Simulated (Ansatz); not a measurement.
# Run report: Ni2Si, single-point calculation (part 1 of 2)

Ni2Si (P6₃/mmc, 6 atoms in the cell), computed with DFT r2SCAN, scalar-relativistic, plane waves, PAW, spin-polarised (Ansatz 0.2.0).

The structure derives from an entry of the Crystallography Open Database.

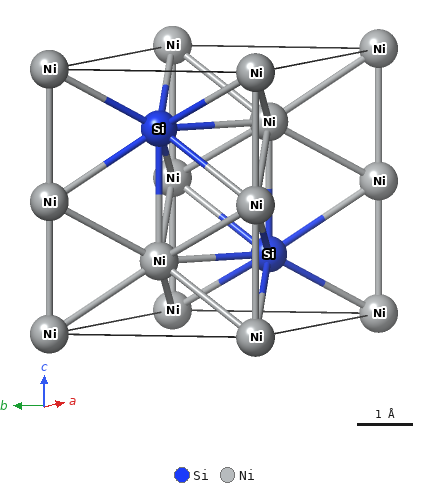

Fig. 1: The structure as given in the input (ball-and-stick view of the cell of the calculation, seen at an oblique angle). An atom can appear more than once, as a periodic image. Near neighbours in the periodic cell (some may lie outside the picture): Si has 11 Ni at 2.21 to 2.54 Å; Ni has 8 Ni at 2.47 to 2.54 Å and 6 Si at 2.54 Å; Ni has 6 Ni at 2.54 Å and 5 Si at 2.21 to 2.47 Å.

Results in brief

- outcome: converged
- space group (tolerance 0.01 Å): P6₃/mmc (194)
- electrons treated: 80
- free energy: −24662.1921 eV
- Fermi energy: 17.817 eV
- gap on the k-point mesh: none (metallic)
- net moment of the cell: 0.00 μB
- integrated absolute moment: 0.00 μB
- pressure: 3.38 GPa
- largest force (length of the vector): under 0.001 eV/Å
- hardware: 4 threads of Intel Xeon @ 2.50GHz (Skylake/Cascade Lake), 192 GiB of memory available, shared host
- wall time: 24 s (CPU time 82 s)
- peak memory: 0.7 GiB

The electronic state found may not be the lowest one. Warnings of the run: some starting moments were not kept; the state was not tested for a lower one.

The input
```yaml
crystal:
  lattice:
    - [3.836, 0.0, 0.0]
    - [-1.918, 3.3220734489, 0.0]
    - [0.0, 0.0, 4.948]
  atoms:
    - { symbol: Si, position: [0.3333333333, 0.6666666667, 0.75] }
    - { symbol: Si, position: [0.6666666667, 0.3333333333, 0.25] }
    - { symbol: Ni, position: [0.0, 0.0, 0.0], spin: 2.0 }
    - { symbol: Ni, position: [0.0, 0.0, 0.5], spin: 2.0 }
    - { symbol: Ni, position: [0.3333333333, 0.6666666667, 0.25], spin: 2.0 }
    - { symbol: Ni, position: [0.6666666667, 0.3333333333, 0.75], spin: 2.0 }
basis:
  ecutwfc: 500
kpoints:
  mp_grid: { grid: [6, 6, 4] }
hamiltonian:
  xc: r2scan
scf:
  occupations: { method: gaussian, width: 0.1 }
  lower_state_search: "off"
output:
  forces: true
  stress: true
  eigenvalues: true
  populations: true
magnetization:
  spin_polarized: true
```

Command:
```bash
ansatz run input.yaml --threads 4 --pin off --max-ram 9216MiB --backend cpu --events-out ev --progress --plain --runs-dir out
```

What the program printed
```
Engine: ansatz 0.2.0, x86_64-unknown-linux-gnu
Pseudopotentials: kind: paw
Pseudopotential: Si, paw, valence charge 4, recommended cutoff 500 eV (meta_gga), Si.paw.azcp
Pseudopotential: Ni, paw, valence charge 18, recommended cutoff 500 eV (meta_gga), Ni.paw.azcp
Functional definition: r2SCAN
  parameter k0 = 0.174
  parameter k1 = 0.065
  parameter a1 = 4.9479
  exchange = r2scan_x(k0 = k0, k1 = k1, a1 = a1)
  correlation = r2scan_c
Crystal: 6 atoms, lattice volume = 63.055 Å³
Basis set: ecut = 500 eV, 1585 PW (Γ), exchange–correlation on 120×120×160 points (64 copies of the dense FFT grid, shifted against one another)
Bands: 53, of which v1, the nominal top of the filled ones, is band 40 counted from 1 (39 counted from 0)
Symmetry: 24 space group operations
Space group: P63/mmc (ITA 194), of the structure as read, at distance tolerance 4.0e-5 Å
Magnetic group: BNS 194.263 (UNI 1493), of the structure as read, at distance tolerance 4.0e-5 Å
k-points: 21 of 144
Non-local potential: Si, projectors of the file, l = 0: 2, l = 1: 2, l = 2: 2
Non-local potential: Ni, projectors of the file, l = 0: 3, l = 1: 2, l = 2: 3, l = 3: 1
PAW form: soft (Blöchl's): semilocal exchange-correlation on the pseudo side does not see the compensation charge
PAW frozen core: Si, regenerated for the run's functional (the file was generated under x = pbe(κ = 0.804, μ = 0.2195149727645171), c = pbe(β = 0.06672455060314922))
PAW frozen core: Ni, regenerated for the run's functional (the file was generated under x = pbe(κ = 0.804, μ = 0.2195149727645171), c = pbe(β = 0.06672455060314922))
PAW one-centre angular grid: Si, 302 points (default); XC on 160 Gauss nodes
PAW one-centre angular grid: Ni, 590 points (default); XC on 160 Gauss nodes
Initial density: superposition of atomic densities (chi_scale 0.1, normalization cell)
Starting moments: Σ|m| = 8 μB on 4 of 6 sites
Initial wavefunctions: pseudopotential atomic-orbital guess
Functional: x = r2scan, c = r2scan; τ floored in thin density (d = 2e-4 eV/Å³)
```
